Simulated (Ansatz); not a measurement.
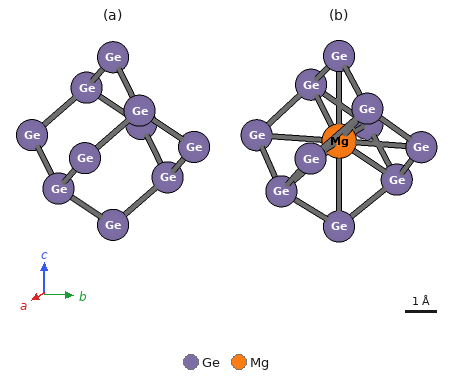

Left: perfect Ge. Right: the same region with one point defect, after relaxing the atoms in a supercell of 64 sites. A ball-and-stick model of the atoms within 3.8 Å of one point, seen slightly off an axis.

All numbers below come from DFT, PBEsol, PAW, plane waves (Ansatz). (plane-wave cutoff 420 eV; k-point mesh 1 × 1 × 1; mesh shifted by (0.25, 0.25, 0.25); no spin polarisation) Fermi-Dirac smearing of 0.01 eV. A uniform background neutralises the charged cell. The axes drawn are those of the host's conventional cell.

Question: Which defect is it?

Answer: An extra magnesium atom is put between the host's atoms (an interstitial).

The charge state of the cell is +2.

Question: What does the relaxation do around it?

Answer: The Mg atom starts with 10 Ge at 2.45 to 2.84 Å around its place and ends with 10 Ge at 2.60 to 2.90 Å. Of the host's atoms, a germanium atom moves furthest from its site, by 0.17 Å.

Limits of the set-up: the cell is charged, on a uniform background, and energies carry no finite-size correction.
